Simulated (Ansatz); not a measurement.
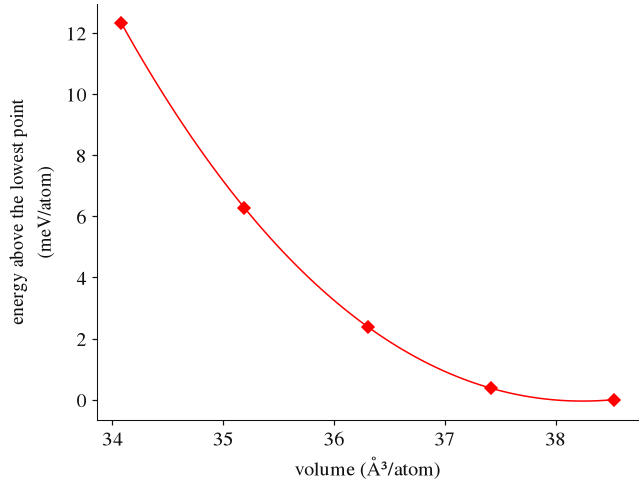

Plotted: energy above the lowest point against volume for Na, space group Im-3m (No. 229) (one of a set of cubic test structures, which need not be the stable phase).

How it was computed, with Ansatz 0.2.0 development build: equation of state of a cubic crystal from periodic Kohn-Sham density functional theory without spin, third-order Birch-Murnaghan fit to the free energies; pressure corrected for the finite basis. Level: HSE06.

- structure type: bcc
- atoms in cell: 1
- space group number: 229
- lattice centring: body-centred primitive
- k mesh: 6×6×6
- occupation method: Fermi–Dirac
- occupation width: 0.1 eV
- wave cutoff: 700 eV
- datasets: hard PAW
- density tolerance: 0 eV
- bands: 9
- density cutoff ratio: 4
- search for lower states: default
- exchange singularity: regularized

From this curve and the settings, what does the calculation give for the pressure at the same points?

The pressure falls from 1.04 GPa at volume 34.08 Å³/atom to −0.05 GPa at 38.53 Å³/atom.

```json
{"volume (Å³/atom)": "34.08", "pressure (GPa)": "1.04"}
{"volume (Å³/atom)": "35.19", "pressure (GPa)": "0.71"}
{"volume (Å³/atom)": "36.30", "pressure (GPa)": "0.42"}
{"volume (Å³/atom)": "37.41", "pressure (GPa)": "0.17"}
{"volume (Å³/atom)": "38.53", "pressure (GPa)": "-0.05"}
```

Keep in mind: modest k-mesh, values are not fully converged in k; pseudopotentials made with PBE, not this functional.
